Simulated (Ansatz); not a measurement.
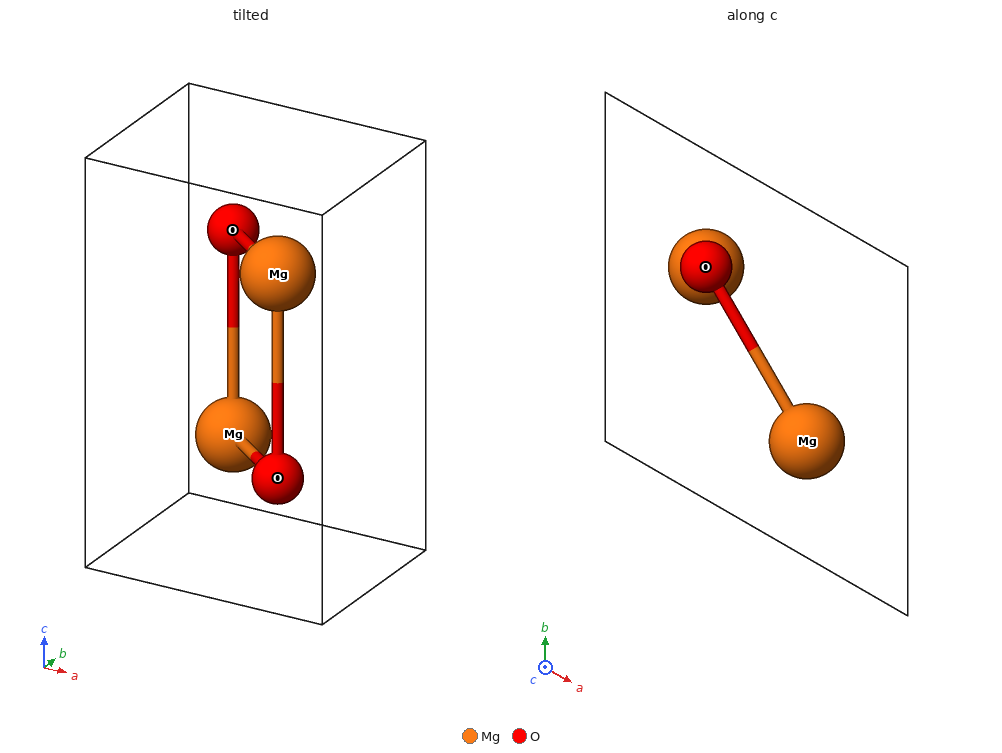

Structure drawing (ball-and-stick), viewed slightly off an axis and along the c axis. The wireframe shows the conventional unit cell. Cell: a = 3.52 Å, b = 3.52 Å, c = 4.24 Å, α = 90.00°, β = 90.00°, γ = 120.00°.

The model was built from a structure listed in the Materials Project. Earlier steps of the study may have refined or changed the cell and positions. Ansatz was used for an electronic-structure calculation on it.

Q: In words:

A: The material is MgO. It belongs to space group P6_3/mmc (No. 194) and has a primitive hexagonal lattice. Counting shared atoms by their share gives 2 Mg, 2 O, or 4 atoms. The Mg atoms are each bonded to five O in a trigonal bipyramidal arrangement at about 2.0 to 2.1 Å. O bonds to five Mg in a trigonal bipyramidal arrangement at about 2.0 to 2.1 Å. The bonds build a three-dimensional framework.

Calculation details: Ansatz 0.2.0, DFT PBE, scalar-relativistic, plane waves, PAW; a cutoff energy of 420 eV, a 9×9×6 grid in reciprocal space, Gaussian smearing of 0.02 eV, no spin polarisation.

Q: Is the electronic structure metallic or gapped?

A: An insulator at this level, with a gap of 3.28 eV, direct.

Q: How are the electrons shared out in a Bader analysis?

A: Mg +1.71 e; O -1.71 e.

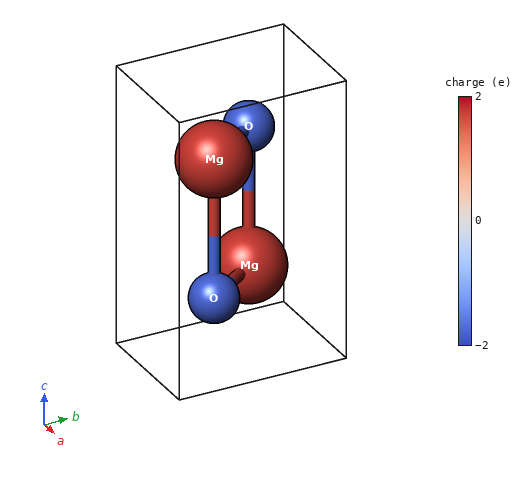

The atoms coloured by those charges. The run's cell of 4 atoms is drawn.

Q: Does the calculation find this structure at rest?

A: Yes. All forces vanish to within 0.01 eV/Å. The pressure is 0.0 GPa, close to zero.
